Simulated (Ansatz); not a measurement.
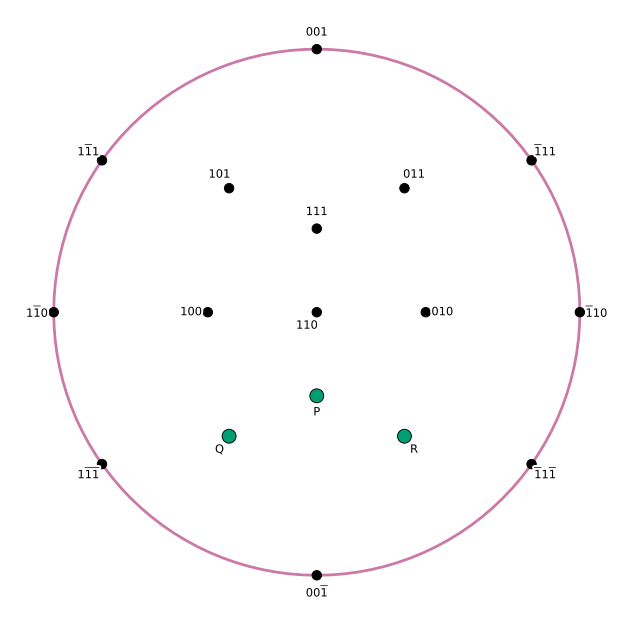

Stereographic projection of plane normals (upper hemisphere) centred on (1 1 0). Crystal: ZnTe, a calculation's input that goes back to an entry of the Crystallography Open Database (an earlier step may have relaxed or displaced it). Symmetry computed with spglib at a tolerance of 0.002 Å; standard conventional cell.

a = 6.070 Å, b = 6.070 Å, c = 6.070 Å, α = 90.00°, β = 90.00°, γ = 90.00°.

Index the poles marked P, Q, R.

Answer. P is (1 1 −1), 35.3° from the centre; Q is (1 0 −1), 60.0° from the centre; R is (0 1 −1), 60.0° from the centre.

Which zone does the coloured great circle trace?

Answer. The zone [1 1 0]: its poles satisfy h + k = 0.

What is the angle between the normals of (1 0 0) and (0 1 1), and what are their d_hkl = 1/|g|?

Answer. 90.0°; d = 6.070 Å and 4.292 Å.
